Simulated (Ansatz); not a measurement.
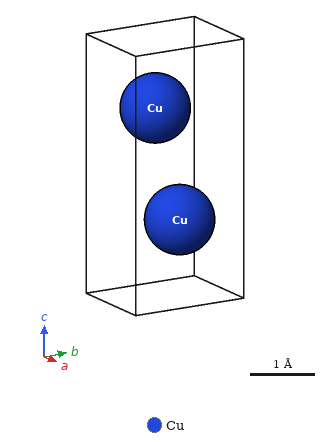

Figure 1. The input geometry (ball-and-stick view of the cell of the calculation, seen slightly off an axis). An atom can appear more than once, as a periodic image.

## Run report: Cu, single-point calculation

The run: single-point calculation of Cu (P2₁/m, 2 atoms in the cell). Method and program: DFT PBEsol, scalar-relativistic, plane waves, PAW, no spin polarisation (Ansatz 0.2.0).

The structure derives from a Materials Project entry. It belongs to a series of runs on one base structure; here: atom 1 (Cu) moved by (-0.450, +0.225) A along x and y. Figures and captions count atoms from 1; the log counts them from 0 in places.

The input
```yaml
crystal:
  lattice:
    - [2.5340966698, 0.0, 0.0]
    - [-1.2670483349, 2.1945920917, 0.0]
    - [0.0, 0.0, 4.112571]
  atoms:
    - { symbol: Cu, position: [0.2070176354, 0.7691914141, 0.25] }
    - { symbol: Cu, position: [0.6666666667, 0.3333333333, 0.75] }
basis:
  ecutwfc: 420
kpoints:
  mp_grid: { grid: [24, 24, 12] }
hamiltonian:
  xc: pbesol
scf:
  occupations: { method: gaussian, width: 0.15 }
output:
  forces: true
  stress: true
  eigenvalues: true
  write_density: true
  write_potential: true
  elf: true
  volumetric_format: npy
```

Launch command:
```bash
ansatz run input.yaml --threads 1 --pin off --max-ram 2560MiB --backend cpu --events-out ev --progress --plain --runs-dir out
```

The program's output
```
Engine: ansatz 0.2.0, x86_64-unknown-linux-gnu
Pseudopotentials: kind: paw
Pseudopotential: Cu, paw, valence charge 19, recommended cutoff 420 eV (normal), Cu.paw.azcp
Functional definition: PBEsol
  exchange = pbesol_x
  correlation = pbesol_c
Crystal: 2 atoms, lattice volume = 22.871 Å³
Basis set: ecut = 420 eV, 451 PW (Γ), exchange–correlation on 36×36×60 points (8 copies of the dense FFT grid, shifted against one another)
Bands: 23, of which v1, the nominal top of the filled ones, is band 19 counted from 1 (18 counted from 0)
Symmetry: 4 space group operations
Space group: P21/m (ITA 11), of the structure as read, at distance tolerance 2.8e-5 Å
k-points: 2030 of 6912
Non-local potential: Cu, projectors of the file, l = 0: 3, l = 1: 2, l = 2: 3, l = 3: 1
PAW form: soft (Blöchl's): semilocal exchange-correlation on the pseudo side does not see the compensation charge
PAW frozen core: Cu, regenerated for the run's functional, and the local potential with it (the file was generated under x = pbe(κ = 0.804, μ = 0.2195149727645171), c = pbe(β = 0.06672455060314922))
PAW one-centre angular grid: Cu, 590 points (default); XC on 64 Gauss nodes
Initial density: superposition of atomic densities (neutral atoms: chi_scale 0, normalization atom), corrected by the library's trained network
Initial wavefunctions: pseudopotential atomic-orbital guess
Functional: x = pbesol(κ = 0.804, μ = 0.12345679012345678), c = pbesol(β = 0.046)
SCF iter   1: F=—  HF=-13177.446207 eV  |F-HF|=—  |Δ(HF+E_count)|=         —  Δρ=2.16e-2  dr2=5.53e-2  ethr=1.77e-3  ⟨swp⟩=5.0  Hψ=171283  notcnv=0
preconditioner: auto → none  [metal: Δε(μ)=0.001 eV  Ē_g=11.014 eV  σ=0.150 eV  W_gap=0.00  n_scr=8 (ndim 8)  ℏωp=36.4 eV  f_vac=0.000  D(μ)=0.64/eV (n_scr^D=2)  sad-step TF]
SCF iter   2: F=—  HF=-13177.434474 eV  |F-HF|=—  |Δ(HF+E_count)|=   1.17e-2  Δρ=5.26e-3  dr2=3.64e-3  ethr=1.46e-4  ⟨swp⟩=2.5  Hψ=85138  notcnv=0  defer=21
SCF iter   3: F=—  HF=-13177.433732 eV  |F-HF|=—  |Δ(HF+E_count)|=   7.43e-4  Δρ=1.39e-3  dr2=2.52e-4  ethr=9.58e-6  ⟨swp⟩=1.1  Hψ=46544  notcnv=0  defer=21
SCF iter   4: F=—  HF=-13177.433637 eV  |F-HF|=—  |Δ(HF+E_count)|=   9.47e-5  Δρ=6.50e-5  dr2=3.05e-7  ethr=6.64e-7  ⟨swp⟩=2.4  Hψ=66391  notcnv=0  defer=21
SCF iter   5: F=—  HF=-13177.433636 eV  |F-HF|=—  |Δ(HF+E_count)|=   1.11e-6  Δρ=7.93e-6  dr2=5.27e-9  ethr=8.02e-10  ⟨swp⟩=2.0  Hψ=82223  notcnv=0  defer=21
SCF iter   6: F=-13177.433636 eV  HF=-13177.433636 eV  |F-HF|=2.18e-11  |Δ(HF+E_count)|=   7.80e-9  Δρ=3.15e-7  dr2=1.04e-11  ethr=1.39e-11  ⟨swp⟩=5.0  Hψ=267514  notcnv=0
SCF 1 converged in 6 iterations: F = -13177.433636 eV  dr2 = 1.04e-11
  greatest PAW one-centre occupation: 1.000 electrons in one spin orbital (limit 2), on the Cu atom at site 1 (counted from 0), in its partial waves of l = 0
```

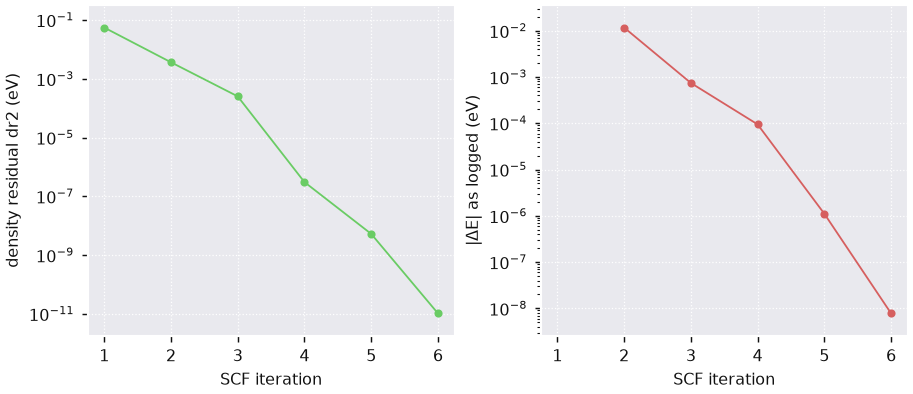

Figure 2. Convergence of the self-consistent field: density residual dr2 and size of the energy change against the SCF iteration. The residual falls at every step.

```
SCF converged after 6 iterations
Free energy (F): -13177.433636 eV
Harris-Foulkes:  -13177.433636 eV  (|F-HF|=2.18e-11)
Internal energy: -13177.426652 eV  (E = F + TS)
E sigma→0 (E₀):  -13177.430144 eV
Entropy (-TS):   -0.006984 eV (-3.492 meV/atom)
Fermi energy:    17.281626 eV
--- Per-component energies (eV) ---
  E_band       = -699.456639
  E_kinetic    = 601.266333
  E_local      = -7997.802479  (includes V_loc(G=0)·N_el)
  E_nonlocal   = 782.609071
  E_hartree    = 3521.839799
  E_xc         = -178.655700
  E_vxc        = -231.583905  (∫ρ·V_xc dr)
  E_paw        = -3252.017252  (= ΣΔE_a)
  E_vpaw       = -897.625882  (= ΣTr[D̂ρ^β])
  E_aug_tail   = 0.000486  (compensation charges beyond the density's cutoff)
  E_ewald      = -6655.079313
  E_core_change = 0.412404  (= ΣΔE_core)
  E_smearing   = -0.006984  (= −TS)
  E_closure    = -0.000000  (closes the sum)
  Σ components = -13177.433636   (vs F -13177.433636, Δ=0.00e0)
--- Forces (eV/Å), atoms counted from 1 ---
  atom   1  Cu     0.22016582    -0.01289290     0.00000000
  atom   2  Cu    -0.22016582     0.01289290     0.00000000
  max |Σ_I F_I| component: 2.78e-17 eV/Å
--- Stress (GPa, compression-positive) ---
       -5.372106       5.517571       0.000000
        5.517571       0.634473       0.000000
        0.000000       0.000000       5.695347
  P = ⅓ Tr σ = 0.3192 GPa (3.192 kbar)
--- Band table (eV; the first three rows and the last of 2030) ---
  k-point 0: bands = ["-95.0561", "-95.0356", "-52.6615", "-52.5585", "-52.5175", "-52.5097", "-52.4907", "-52.4829", "7.5953", "12.0032", "13.7308", "14.1322", "14.2878", "14.4629", "14.6051", "14.6254", "15.0247", "15.3635", "15.9203", "16.1713", "21.3069", "38.1165", "38.4301"]
  k-point 1: bands = ["-95.0557", "-95.0360", "-52.6590", "-52.5579", "-52.5182", "-52.5124", "-52.4906", "-52.4829", "7.6611", "11.9674", "13.7359", "14.1318", "14.3211", "14.4468", "14.5887", "14.6124", "15.0349", "15.3584", "15.8749", "15.8908", "21.7731", "38.1815", "38.5263"]
  k-point 2: bands = ["-95.0547", "-95.0370", "-52.6515", "-52.5559", "-52.5203", "-52.5201", "-52.4902", "-52.4832", "7.8572", "11.8379", "13.7508", "14.1403", "14.3941", "14.4135", "14.5379", "14.5804", "15.0636", "15.1935", "15.3988", "15.8049", "22.9300", "38.3698", "38.7339"]
  k-point 2029: bands = ["-95.0354", "-95.0354", "-52.5891", "-52.5891", "-52.5647", "-52.5647", "-52.5600", "-52.5600", "12.5934", "12.5934", "13.1626", "13.1626", "14.6502", "14.6502", "14.8027", "14.8027", "15.7160", "15.7160", "19.0406", "19.0406", "21.0132", "21.0132", "33.5553"]
```

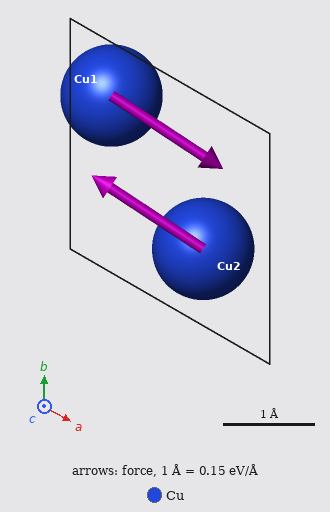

Figure 3. Forces on the atoms as pink arrows (ball-and-stick view of the cell of the calculation, along the c axis; atoms are numbered from 1 in the order of the input). The largest act on Cu1, Cu2 (0.22 eV/Å). The geometry is not a stationary point of this energy.

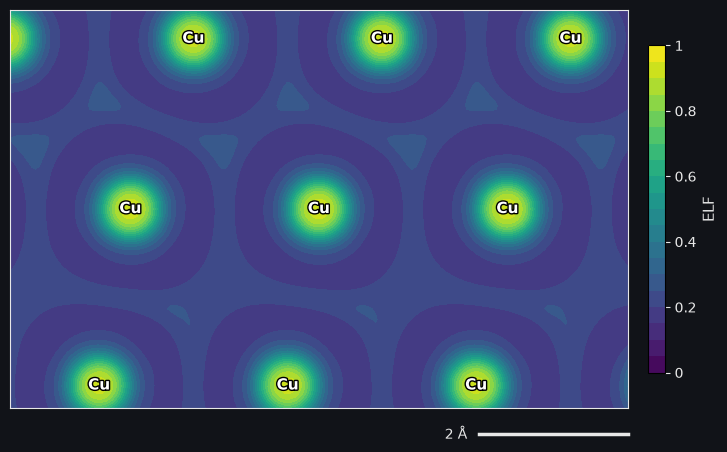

Figure 4. Electron localisation function on the (110) plane of the conventional cell. Cu–Cu (2.41 Å): the ELF is about 0.20 at the midpoint; no localised pair between them. Cu–Cu (2.53 Å): the ELF is about 0.20 at the midpoint (no shared electron pair). The strong features right at Cu lie inside the PAW spheres (semicore, d or f shells) and say nothing about bonding. In a PAW calculation such maps are meaningful between the atoms, not at the nuclei.

Results in brief

```csv
quantity,value
outcome,converged
space group (tolerance 0.01 Å),P2₁/m (11)
electrons treated,38
free energy,−13177.4336 eV
Fermi energy,17.282 eV
gap on the k-point mesh,none (metallic)
pressure,0.32 GPa
largest force (length of the vector),0.221 eV/Å
hardware,"1 thread of Intel Xeon @ 2.50GHz (Skylake/Cascade Lake), 189 GiB of memory available, shared host"
wall time,2.3 min
peak memory,1 GiB
```
